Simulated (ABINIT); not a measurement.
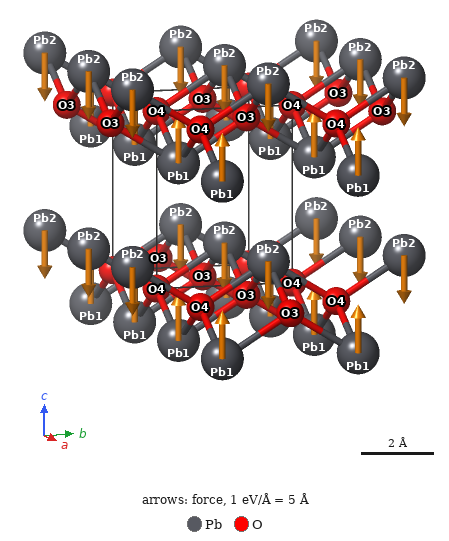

Starting geometry of solid PbO (set up in P4/nmm) with the computed forces as orange arrows. A ball-and-stick model of the cell of the calculation, repeated 2 × 1 × 1 with one cell outlined, seen slightly off an axis.

The run lets cell and atoms move.

These are results of ABINIT 10.8.3, Kohn-Sham DFT of a periodic cell, PBEsol, JTH PAW PBE v2.0, not measurements.

The input:
```
# Pseudopotentials
pp_dirpath "./"
pseudos "Pb.GGA_PBE-JTH.xml, O.GGA_PBE-JTH.xml"

# Structure
acell 3*1.0
rprim
     7.5400072373     0.0000000000     0.0000000000
     0.0000000000     7.5400072373     0.0000000000
     0.0000000000     0.0000000000     9.4675278844
ntypat 2
znucl 82 8
natom 4
typat 1 1 2 2
xred
     0.5000000000     0.0000000000     0.7600000000
     0.0000000000     0.5000000000     0.2400000000
     0.5000000000     0.5000000000     0.0000000000
     0.0000000000     0.0000000000     0.0000000000
chkprim 0
chksymtnons 0
tolsym 1.0e-6

# Plane-wave basis
ecut 625.861884 eV
pawecutdg 45.0
pawxcdev 0

# k points
kptopt 1
ngkpt 5 5 4
nshiftk 1
shiftk 0.0 0.0 0.0

# Exchange and correlation
ixc -116133

# Bands and occupations
nband 24
occopt 3
tsmear 0.05 eV

# SCF cycle
nstep 100
tolvrs 1.0e-9

# Output
iomode 3
prtwf 0
prtden 0
prteig 0
prtebands 0
enunit 2

# Relaxation
ionmov 2
ntime 60
tolmxf 0.0005
optcell 2
dilatmx 1.08
ecutsm 0.5
```

Command:
```bash
abinit run.abi > log 2>&1
```

Is this structure relaxed? If not, where do the atoms go?

It isn't relaxed: the largest force vector, on Pb atoms, is 0.27 eV/Å. The atoms end up moving mostly along the starting forces (cosine between the two patterns 1.00). The largest moves relative to the cell, 0.036 Å, are those of Pb1 and Pb2. Pb2 goes along −c. O stays in place. The volume changes by +1.9 %, with a = b 3.990 → 3.992 Å (+0.1 %), c 5.010 → 5.099 Å (+1.8 %). Among the contacts that change: Pb1–O3 2.329 → 2.323 Å. The space group stays P4/nmm (No. 129). The energy falls by 6.0 meV per cell of the calculation in 10 geometry steps. Largest force component: 0.27 eV/Å at the start, 0.018 eV/Å at the end. The pressure goes from −0.62 to −0.12 GPa. The run took 11 min on 1 thread of Arm Neoverse V2, with other jobs on the host, peak memory 0.18 GiB.

Limits of the set-up: layers or molecules are held without a dispersion correction, so their spacing is unreliable.
